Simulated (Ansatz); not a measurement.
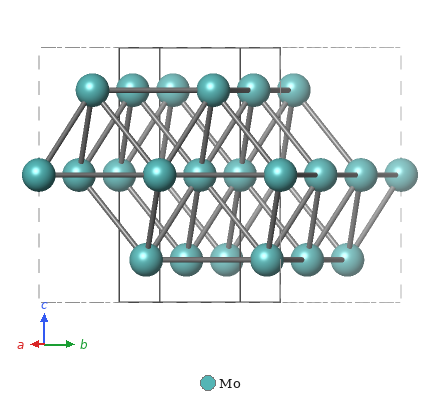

Mo (R-3m, No. 166): coordinates from a relaxation with DFT PBEsol, scalar-relativistic, plane waves, PAW in Ansatz 0.2.0; the starting structure was generated, so it need not be a known form of this composition.

```yaml
crystal:
  lattice:
    - [2.97463, 0.00000, 0.00000]
    - [-1.48731, 2.57610, 0.00000]
    - [0.00000, 0.00000, 6.15570]
  atoms:
    - { symbol: Mo, position: [0.33333, 0.66667, 0.16667] }
    - { symbol: Mo, position: [0.00000, 0.00000, 0.50000] }
    - { symbol: Mo, position: [0.66667, 0.33333, 0.83333] }
```

What will a Z-contrast image along [310] show? The image is simulated as a sum over atoms of Z^1.7, blurred by a 0.57 Å probe (no channelling). The display is stretched by a gamma of 0.8; percentages refer to the linear signal.

The columns repeat on an oblique net of 0.97 × 2.08 Å with an angle of 99° (plane group p2). All columns are alike (Mo). The shortest distance between visible columns is 0.97 Å in projection. Along the beam the structure repeats every 7.87 Å.

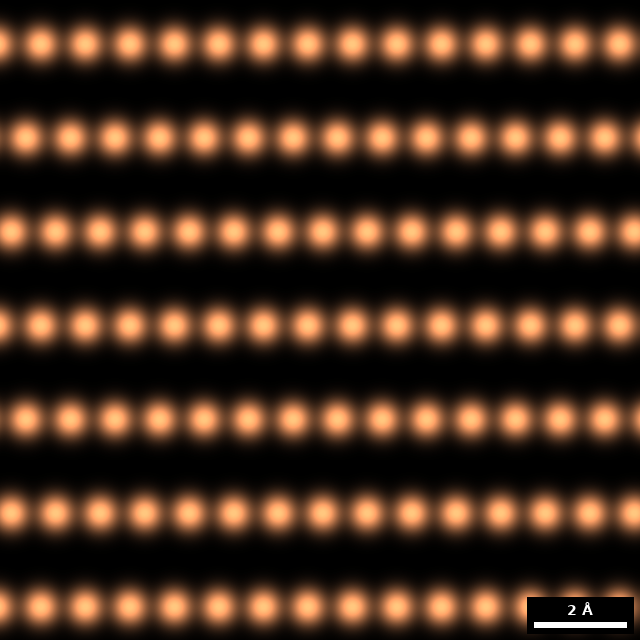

The simulated image.
